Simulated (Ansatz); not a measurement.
System: HfN, space group Fm-3m (No. 225).

Starting cell:
```yaml
crystal:
  lattice:
    - [0.00000, 2.25900, 2.25900]
    - [2.25900, 0.00000, 2.25900]
    - [2.25900, 2.25900, 0.00000]
  atoms:
    - { symbol: Hf, position: [0.00000, 0.00000, 0.00000] }
    - { symbol: N, position: [0.50000, 0.50000, 0.50000] }
```

How it was computed, with Ansatz 0.2.0: homogeneous strain of a crystal along one Voigt pattern with engineering shear, fractional coordinates fixed, by plane-wave density functional theory with PAW datasets, free energies less that of the undisturbed cell, pressure positive in compression; scalar-relativistic. Level: PBEsol, no spin polarisation.

```tsv
setting	value
wave cutoff	420 eV
k mesh	18×18×18
occupations	Gaussian
smearing width	0.15 eV
k shift	(0, 0, 0) (mesh steps)
start	as given
strain pattern	(1, 1, 0, 0, 0, 0) (xx yy zz yz xz xy with engineering shear)
```

Predict the energy change, tensile stress summed over the strain pattern and pressure against strain. The strain takes the values −0.0600, −0.0450, −0.0300, −0.0150, 0.0000, 0.0150, 0.0300, 0.0450, 0.0525, 0.0600.

The energy rises on both sides of the starting structure, which is therefore a minimum along this path. The energy change is 204 meV/atom at strain −0.0600 and 173 meV/atom at 0.0600; the lowest computed point is at strain 0.0000 (0 meV/atom). The tensile stress summed over the strain pattern rises from −121 GPa at strain −0.0600 to 63 GPa at 0.0600, and changes sign near −0.004. The pressure falls from 44.0 GPa at strain −0.0600 to −25.9 GPa at 0.0600, and changes sign near −0.005. The slope of tensile stress is 1400 GPa.

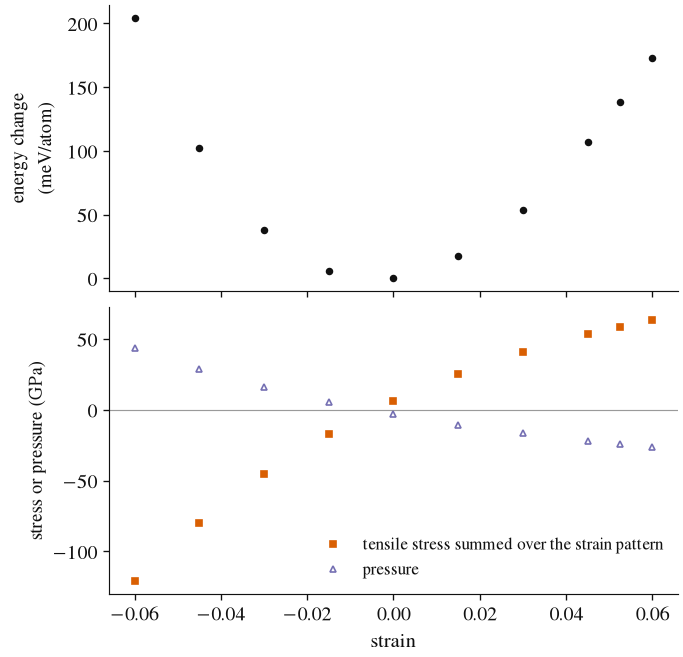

Keep in mind: no spin polarisation, a magnetic state may lie lower; reference crystal is not relaxed.
